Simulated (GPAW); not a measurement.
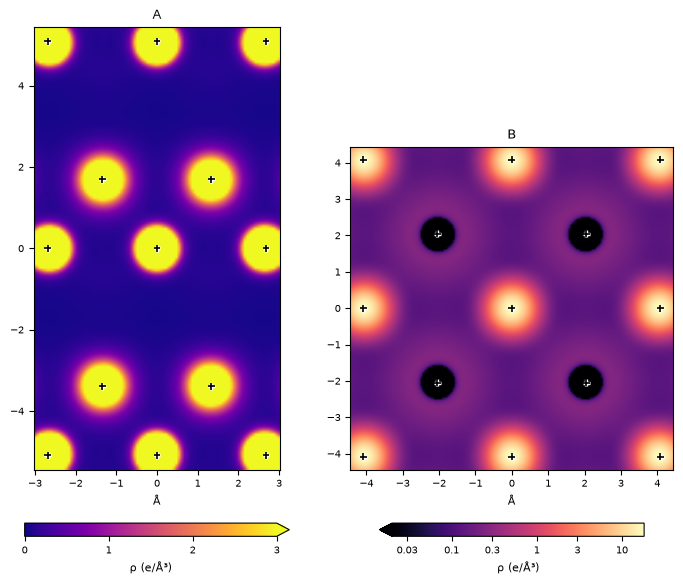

The valence charge density (pseudo) of 2 systems, each on a plane through atoms (crosses mark nuclei in the plane).

Method: GPAW, Kohn-Sham DFT of a periodic cell, PBE, GPAW PAW data sets (gpaw-data 1.2.1).

System 1: MgO, the (110) plane of the conventional cell. Space group P-6m2; a structure from a database of computed crystals, not necessarily the ambient phase.

```
Mg O
1.0
     2.93802    0.00000    0.00000
    -1.46901    2.54440    0.00000
     0.00000    0.00000    2.67968
Mg O
1 1
Direct
  0.00000 0.00000 0.00000
  0.33333 0.66667 0.50000
```

System 2: ScAl₃, the (100) plane of the conventional cell. Space group Pm-3m; a structure from a database of computed crystals, not necessarily the ambient phase.

```
CELL_PARAMETERS angstrom
4.08781 0.00000 0.00000
0.00000 4.08781 0.00000
0.00000 0.00000 4.08781
ATOMIC_POSITIONS crystal
Sc 0.00000 0.00000 0.00000
Al 0.50000 0.50000 0.00000
Al 0.00000 0.50000 0.50000
Al 0.50000 0.00000 0.50000
```

**Match each panel to its system.**

Panel A is system 1, MgO: the plane holds Mg and O. Mg–O (2.16 Å): ρ is about 0.31 e/Å³ halfway. Panel B is system 2, ScAl₃: the plane holds Sc and Al. Sc–Al (2.89 Å): ρ is about 0.17 e/Å³ halfway.
